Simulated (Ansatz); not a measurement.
Run report: Ta, single-point calculation (part 2 of 2)

The same run, continued: Ta (slab, 6 atoms in the cell); DFT, PBE, all-electron LAPW, scalar-relativistic, no spin polarisation (Ansatz 0.2.0); 12×12×1 k-mesh, Fermi–Dirac smearing of 0.08 eV. 

### Output, continued
```
  k-point 2: bands = ["-209.3231", "-209.3231", "-209.3194", "-209.3194", "-209.3194", "-209.3194", "-209.3039", "-209.3039", "-209.3021", "-209.3021", "-208.2927", "-208.2927", "-208.2911", "-208.2911", "-208.2692", "-208.2692", "-208.2676", "-208.2676", "-208.2675", "-208.2675", "-208.1841", "-208.1841", "-208.1687", "-208.1687", "-208.1589", "-208.1589", "-208.1589", "-208.1589", "-208.1510", "-208.1510", "-60.3004", "-60.3004", "-59.3289", "-59.3179", "-59.2213", "-59.1506", "-26.8728", "-26.8711", "-26.7550", "-26.7546", "-26.6845", "-26.6841", "-26.1068", "-26.0891", "-25.9381", "-25.9138", "-25.8988", "-25.8038", "-25.6648", "-25.6168", "-25.5912", "-25.3901", "-25.3870", "-25.3748", "-12.1917", "-12.1917", "-12.1866", "-12.1866", "-12.1851", "-12.1851", "-12.1839", "-12.1839", "-12.1812", "-12.1812", "-12.1630", "-12.1630", "-12.1590", "-12.1590", "-11.1648", "-11.1641", "-11.1640", "-11.1634", "-11.1597", "-11.1596", "-11.1560", "-11.1559", "-11.1534", "-11.1524", "-11.1517", "-11.1506", "-11.1434", "-11.1423", "-11.0690", "-11.0568", "-11.0540", "-11.0534", "-11.0523", "-11.0483", "-11.0471", "-11.0451", "-11.0349", "-11.0260", "-11.0234", "-11.0227", "-11.0221", "-11.0013", "0.9398", "1.9095", "3.2957", "4.5154", "4.6314", "4.8057", "4.8920", "5.4411", "6.2613", "7.2010", "7.6638", "7.7255", "7.7334", "7.7459", "8.2326", "8.2747", "8.3563", "8.7740", "8.8676", "9.1911", "9.4540", "10.0528", "10.0764", "10.4350", "10.5311", "10.7975", "10.9687", "11.2896", "11.7495", "11.9032", "11.9632", "12.1584", "12.3525", "12.3788", "12.7063", "13.6004", "13.7083", "13.9556"]
  k-point 27: bands = ["-209.3231", "-209.3231", "-209.3194", "-209.3194", "-209.3194", "-209.3194", "-209.3039", "-209.3039", "-209.3021", "-209.3021", "-208.2927", "-208.2927", "-208.2911", "-208.2911", "-208.2692", "-208.2692", "-208.2676", "-208.2676", "-208.2675", "-208.2675", "-208.1841", "-208.1841", "-208.1687", "-208.1687", "-208.1589", "-208.1589", "-208.1589", "-208.1589", "-208.1510", "-208.1510", "-60.2872", "-60.2872", "-59.2975", "-59.2975", "-59.1888", "-59.1888", "-26.9040", "-26.9040", "-26.9008", "-26.9008", "-26.7996", "-26.7996", "-26.2612", "-26.2612", "-26.0067", "-26.0067", "-25.8497", "-25.8497", "-25.7244", "-25.7244", "-25.6810", "-25.6810", "-25.3826", "-25.3826", "-12.1905", "-12.1905", "-12.1905", "-12.1905", "-12.1869", "-12.1869", "-12.1832", "-12.1832", "-12.1754", "-12.1754", "-12.1620", "-12.1620", "-12.1620", "-12.1620", "-11.1690", "-11.1690", "-11.1689", "-11.1689", "-11.1594", "-11.1594", "-11.1499", "-11.1499", "-11.1490", "-11.1490", "-11.1444", "-11.1444", "-11.1422", "-11.1422", "-11.0595", "-11.0595", "-11.0592", "-11.0592", "-11.0543", "-11.0543", "-11.0310", "-11.0310", "-11.0287", "-11.0287", "-11.0251", "-11.0251", "-11.0226", "-11.0226", "3.9203", "3.9203", "4.9752", "4.9752", "6.1400", "6.1400", "6.1801", "6.1801", "6.2216", "6.2216", "6.4145", "6.4145", "7.1262", "7.1262", "8.2825", "8.2825", "9.9691", "9.9691", "10.2050", "10.2050", "10.3850", "10.3850", "11.8653", "11.8653", "11.9647", "11.9647", "12.4012", "12.4012", "12.6566", "12.6566", "12.7930", "12.7930", "13.8459", "13.8459", "15.2841", "15.2841", "16.1429", "16.1429"]
--- Löwdin populations: 6 sites ---
  site symbol       q [e]
     0     Ta     72.9002
     1     Ta     72.9180
     2     Ta     72.8923
     3     Ta     72.8923
     4     Ta     72.9180
     5     Ta     72.9002
  spilling = 0.001322 (of n_electrons = 438.000000)
```

### File dos.tsv
```
# E-E_F[eV]	g_bin_mean(E)[states/eV]	N(E)
# format = ansatz-dos/2
# fermi_ev = 7.932037
# fermi_mp_grid = 12 12 1
# fermi_mp_shift = 0 0 0
# tetrahedron_fermi_ev = 7.901445
# g_bin_mean(E): the states in a bin one row spacing wide, centred on E, divided by that spacing. States that the method places at a single energy (under output.dos.method: tetrahedron, those of a tetrahedron whose four corners have one energy) are counted whole in the row whose bin holds that energy (on the edge of two bins, in the lower row). The sum of g_bin_mean over a run of rows, times the row spacing, is the number of states from half a spacing under the first of them to half a spacing over the last (a plain sum, not the trapezoid rule).
-14.000000	0.000000e0	1.920000e2
-13.800000	0.000000e0	1.920000e2
-13.600000	0.000000e0	1.920000e2
-13.400000	0.000000e0	1.920000e2
-13.200000	0.000000e0	1.920000e2
-13.000000	0.000000e0	1.920000e2
-12.800000	0.000000e0	1.920000e2
-12.600000	0.000000e0	1.920000e2
-12.400000	0.000000e0	1.920000e2
-12.200000	0.000000e0	1.920000e2
-12.000000	0.000000e0	1.920000e2
-11.800000	0.000000e0	1.920000e2
-11.600000	0.000000e0	1.920000e2
-11.400000	0.000000e0	1.920000e2
-11.200000	0.000000e0	1.920000e2
-11.000000	0.000000e0	1.920000e2
-10.800000	0.000000e0	1.920000e2
-10.600000	0.000000e0	1.920000e2
-10.400000	0.000000e0	1.920000e2
-10.200000	0.000000e0	1.920000e2
-10.000000	0.000000e0	1.920000e2
-9.800000	0.000000e0	1.920000e2
-9.600000	0.000000e0	1.920000e2
-9.400000	0.000000e0	1.920000e2
-9.200000	0.000000e0	1.920000e2
-9.000000	0.000000e0	1.920000e2
-8.800000	0.000000e0	1.920000e2
-8.600000	0.000000e0	1.920000e2
-8.400000	0.000000e0	1.920000e2
-8.200000	0.000000e0	1.920000e2
-8.000000	0.000000e0	1.920000e2
-7.800000	0.000000e0	1.920000e2
-7.600000	2.404514e-2	1.920000e2
-7.400000	3.093611e-1	1.920336e2
-7.200000	2.906212e-1	1.920943e2
-7.000000	3.393220e-1	1.921586e2
-6.800000	3.162476e-1	1.922240e2
-6.600000	3.335152e-1	1.922888e2
-6.400000	6.442791e-1	1.923743e2
-6.200000	7.076886e-1	1.925211e2
-6.000000	7.627674e-1	1.926696e2
-5.800000	7.716894e-1	1.928212e2
-5.600000	8.281594e-1	1.929813e2
-5.400000	8.633626e-1	1.931513e2
-5.200000	9.179839e-1	1.933283e2
-5.000000	9.997197e-1	1.935183e2
-4.800000	1.606215e0	1.937783e2
-4.600000	1.909028e0	1.941219e2
-4.400000	2.469634e0	1.945479e2
-4.200000	3.259743e0	1.951420e2
-4.000000	3.519991e0	1.958028e2
-3.800000	3.360116e0	1.965054e2
-3.600000	3.897224e0	1.972239e2
-3.400000	5.017501e0	1.981147e2
-3.200000	5.519230e0	1.991144e2
-3.000000	8.490552e0	2.005534e2
-2.800000	6.485974e0	2.021307e2
-2.600000	4.673581e0	2.033216e2
-2.400000	3.034339e0	2.039837e2
-2.200000	3.408585e0	2.045841e2
-2.000000	2.705137e0	2.052286e2
-1.800000	8.717455e0	2.063381e2
-1.600000	9.983032e0	2.077286e2
-1.400000	9.332231e0	2.101817e2
-1.200000	8.373622e0	2.119462e2
-1.000000	9.045429e0	2.135904e2
-0.800000	1.013285e1	2.155651e2
-0.600000	7.974308e0	2.174235e2
-0.400000	1.065071e1	2.192941e2
-0.200000	6.781465e0	2.210474e2
0.000000	4.472746e0	2.221370e2
0.200000	6.399843e0	2.231078e2
0.400000	1.065855e1	2.249023e2
0.600000	9.035153e0	2.269960e2
0.800000	7.976962e0	2.287254e2
1.000000	4.936953e0	2.299678e2
1.200000	3.809537e0	2.307115e2
1.400000	5.295883e0	2.317120e2
1.600000	2.942940e0	2.325637e2
1.800000	3.785391e0	2.330922e2
2.000000	9.071690e0	2.344400e2
2.200000	7.221684e0	2.360587e2
2.400000	4.529362e0	2.372729e2
2.600000	5.232853e0	2.382023e2
2.800000	4.341585e0	2.391815e2
3.000000	5.957355e0	2.401130e2
3.200000	7.841063e0	2.417096e2
3.400000	5.874331e0	2.430173e2
3.600000	5.716107e0	2.442241e2
3.800000	6.282476e0	2.451692e2
4.000000	8.294694e0	2.467714e2
4.200000	1.135024e1	2.487727e2
4.400000	1.103023e1	2.509130e2
4.600000	1.423513e1	2.535765e2
4.800000	1.009707e1	2.559829e2
5.000000	6.737188e0	2.576911e2
5.200000	5.868863e0	2.589414e2
5.400000	5.296090e0	2.599951e2
5.600000	4.800174e0	2.610651e2
5.800000	3.880861e0	2.619097e2
6.000000	4.721679e0	2.627467e2
6.200000	5.480065e0	2.637590e2
6.400000	3.867015e0	2.647757e2
6.600000	2.663615e0	2.653768e2
6.800000	2.222144e0	2.658614e2
7.000000	2.244530e0	2.662859e2
7.200000	2.726661e0	2.668017e2
7.400000	1.970245e0	2.673348e2
7.600000	7.605766e-1	2.675442e2
7.800000	8.251997e-1	2.676876e2
8.000000	8.503012e-1	2.678724e2
```

### File populations.tsv
```
# site	symbol	l	j	q
# orbitals = lowdin
# n_electrons = 438.000000
# spilling = 0.001322
# projection_atom_Ta: 1s2 2s2 2p6 3s2 3p6 3d10 4s2 4p6 4d10 4f14 5s2 5p6 5d3 6s2
0	Ta	0_1S	-	2.000000
0	Ta	0_2S	-	1.999990
0	Ta	0_3S	-	1.999868
0	Ta	0_4S	-	1.998640
0	Ta	0_5S	-	1.977752
0	Ta	0_6S	-	1.040547
0	Ta	1_2P	-	6.000000
0	Ta	1_3P	-	5.999998
0	Ta	1_4P	-	5.999896
0	Ta	1_5P	-	5.982812
0	Ta	2_3D	-	10.000000
0	Ta	2_4D	-	9.999974
0	Ta	2_5D	-	3.901406
0	Ta	3_4F	-	13.999282
1	Ta	0_1S	-	2.000000
1	Ta	0_2S	-	1.999981
1	Ta	0_3S	-	1.999757
1	Ta	0_4S	-	1.997510
1	Ta	0_5S	-	1.960053
1	Ta	0_6S	-	0.872308
1	Ta	1_2P	-	6.000000
1	Ta	1_3P	-	5.999998
1	Ta	1_4P	-	5.999892
1	Ta	1_5P	-	5.983379
1	Ta	2_3D	-	10.000000
1	Ta	2_4D	-	9.999954
1	Ta	2_5D	-	4.106513
1	Ta	3_4F	-	13.998702
2	Ta	0_1S	-	2.000000
2	Ta	0_2S	-	1.999980
2	Ta	0_3S	-	1.999750
2	Ta	0_4S	-	1.997437
2	Ta	0_5S	-	1.958890
2	Ta	0_6S	-	0.846349
2	Ta	1_2P	-	6.000000
2	Ta	1_3P	-	5.999998
2	Ta	1_4P	-	5.999889
2	Ta	1_5P	-	5.982821
2	Ta	2_3D	-	10.000000
2	Ta	2_4D	-	9.999952
2	Ta	2_5D	-	4.108525
2	Ta	3_4F	-	13.998658
3	Ta	0_1S	-	2.000000
3	Ta	0_2S	-	1.999980
3	Ta	0_3S	-	1.999750
3	Ta	0_4S	-	1.997437
3	Ta	0_5S	-	1.958890
3	Ta	0_6S	-	0.846349
3	Ta	1_2P	-	6.000000
3	Ta	1_3P	-	5.999998
3	Ta	1_4P	-	5.999889
3	Ta	1_5P	-	5.982821
3	Ta	2_3D	-	10.000000
3	Ta	2_4D	-	9.999952
3	Ta	2_5D	-	4.108525
3	Ta	3_4F	-	13.998658
4	Ta	0_1S	-	2.000000
4	Ta	0_2S	-	1.999981
4	Ta	0_3S	-	1.999757
4	Ta	0_4S	-	1.997510
4	Ta	0_5S	-	1.960053
4	Ta	0_6S	-	0.872308
4	Ta	1_2P	-	6.000000
4	Ta	1_3P	-	5.999998
4	Ta	1_4P	-	5.999892
4	Ta	1_5P	-	5.983379
4	Ta	2_3D	-	10.000000
4	Ta	2_4D	-	9.999954
4	Ta	2_5D	-	4.106513
4	Ta	3_4F	-	13.998702
5	Ta	0_1S	-	2.000000
5	Ta	0_2S	-	1.999990
5	Ta	0_3S	-	1.999868
5	Ta	0_4S	-	1.998640
5	Ta	0_5S	-	1.977752
5	Ta	0_6S	-	1.040547
5	Ta	1_2P	-	6.000000
5	Ta	1_3P	-	5.999998
5	Ta	1_4P	-	5.999896
5	Ta	1_5P	-	5.982812
5	Ta	2_3D	-	10.000000
5	Ta	2_4D	-	9.999974
5	Ta	2_5D	-	3.901406
5	Ta	3_4F	-	13.999282
```

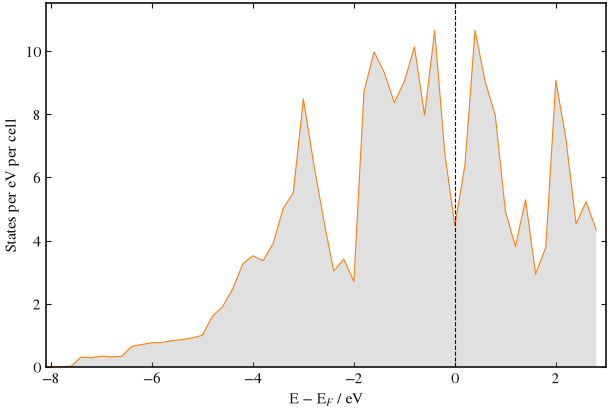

*Density of states, with energies from the Fermi level.*

There are states at the Fermi level: a metal at this level of theory.

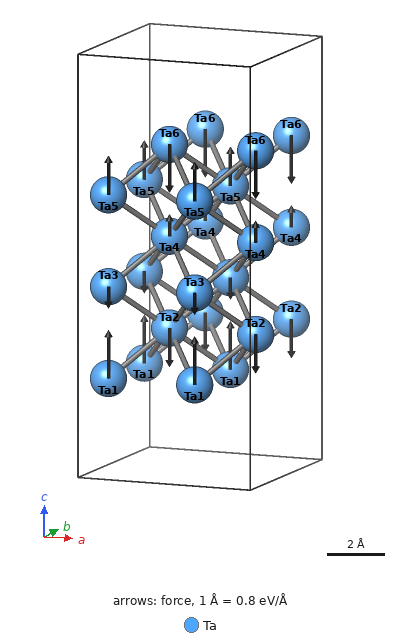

*Forces on the atoms as black arrows (ball-and-stick view of the 2 × 2 repeat of the cell, with the vacuum cut short, seen slightly off an axis; atoms are numbered from 1 in the order of the input).*

The largest act on Ta1, Ta6 (1.41 eV/Å); Ta2, Ta5 (1.14 eV/Å); Ta3, Ta4 (0.64 eV/Å). The geometry is not a stationary point of this energy.

This output came from the following input.

### The input
```yaml
crystal:
  lattice:
    - [3.3195547178, 0.0, 0.0]
    - [0.0, 3.3195547178, 0.0]
    - [0.0, 0.0, 24.2989]
  atoms:
    - { symbol: Ta, position: [0.25, 0.25, 0.3292332823] }
    - { symbol: Ta, position: [0.75, 0.75, 0.3975399694] }
    - { symbol: Ta, position: [0.25, 0.25, 0.4658466565] }
    - { symbol: Ta, position: [0.75, 0.75, 0.5341533435] }
    - { symbol: Ta, position: [0.25, 0.25, 0.6024600306] }
    - { symbol: Ta, position: [0.75, 0.75, 0.6707667177] }
kpoints:
  mp_grid: { grid: [12, 12, 1] }
scf:
  occupations: { method: fermi_dirac, width: 0.08 }
hamiltonian:
  xc: pbe
  pseudopotentials: { kind: all_electron, lapw: { basis_error: 0.001 } }
output:
  forces: true
  stress: true
  eigenvalues: true
  populations: true
  dos: { projected: true, de: 0.2, e_range: [-14, 8] }
efield:
  axis: 3
  amplitude: 0
  dipole_correction: true
```

Launch command:
```bash
ansatz run input.yaml --threads 2 --pin off --max-ram 5120MiB --backend cpu --events-out ev --progress --plain --runs-dir out
```

### Summary

- outcome: converged
- electrons in bands (core shells apart): 222
- free energy: −2547410.9473 eV
- Fermi energy: 7.932 eV
- electronic character: metal
- largest force (length of the vector): 1.407 eV/Å
- hardware: 2 threads of Arm Neoverse V2, 24 GiB of memory available, shared host
- wall time: 6.3 min (CPU time 13 min)
- peak memory: 1.5 GiB

### Notes

Spin–orbit coupling is left out, which matters for Ta.
